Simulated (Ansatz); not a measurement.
**AlN (P6_3mc): refractive index against wavelength**

The refractive index of AlN (P6_3mc) along x below the direct gap (4.21 eV on the mesh) is read from one computed spectrum, n = √(Re ε). x, y and z are the Cartesian axes of the input cell.

Cell: a, b, c = 3.113, 3.113, 4.981 Å (primitive vectors), 4 atoms.

Method: Ansatz 0.2.0, PBE, independent particles, k-mesh 9×9×5 with interpolation inside its cells, Gaussian parameter 0.1 eV.

Launch of the response step: `ansatz run input.yaml --threads 4 --pin off --max-ram 8192MiB --backend cpu --events-out ev --progress --plain --runs-dir out`. The run took 11 s, on 4 threads of Intel(R) Xeon(R) Platinum 8375C CPU @ 2.90GHz (Ice Lake), with other jobs on the host.

```
wavelength (nm)  photon energy E (eV)       n
           1310                 0.946  2.1527
           1064                 1.165  2.1582
            850                 1.459  2.1675
            700                 1.771  2.1800
            633                 1.959  2.1889
            532                 2.331  2.2103
            450                 2.755       ?
```

In the single-oscillator model n² − 1 = E₀E_d/(E₀² − E²), so 1/(n² − 1) = E₀/E_d − E²/(E₀E_d) is linear in E².

Working, on the rows shown:

| x = E² (eV²) | y = 1/(n² − 1) |
| --- | --- |
| 0.895757 | 0.27517 |
| 1.35784 | 0.273386 |
| 2.12762 | 0.270412 |
| 3.13716 | 0.266496 |
| 3.83641 | 0.263763 |
| 5.43137 | 0.257372 |

Means: x̄ = 2.7977, ȳ = 0.26777. Σ(x − x̄)(y − ȳ) = -0.05591, Σ(x − x̄)² = 14.27. Slope = -0.05591 / 14.27 = -0.003918; intercept = ȳ − slope · x̄ = 0.27873. Turned back into n, the line misses the rows shown by at most 0.00026.

Problem. What does the fit predict for the withheld row, and how well does it do?

Solution. At x = 7.5912 the line gives y = 0.24899, that is 2.2397. The run gave 2.2414, so the extrapolation is off by 0.0017, 1.9 % of the range in the table.

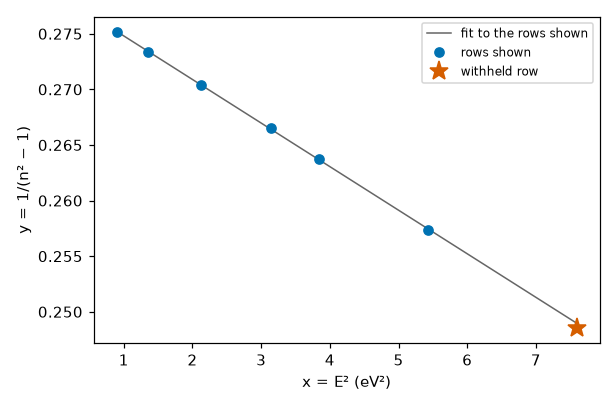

Refitted with all rows, the slope is -0.003975 and the intercept 0.27886. These give E₀ = √(intercept/−slope) = 8.38 eV and E_d = E₀/intercept = 30.0 eV; E₀ is 2.0 times the direct gap. The electronic limit at long wavelengths, without lattice vibrations, is n = √(1 + 1/intercept) = 2.142. The cell comes from an older database entry, whose edges can be off by a per cent or so. Excitons are left out and so are local fields; PBE gaps are as a rule too small.

[Logs are printed without paths, hosts, clocks, repeated set-up lines and the standing remarks that a program may print on its own settings, such as how far it seeks lower states.]
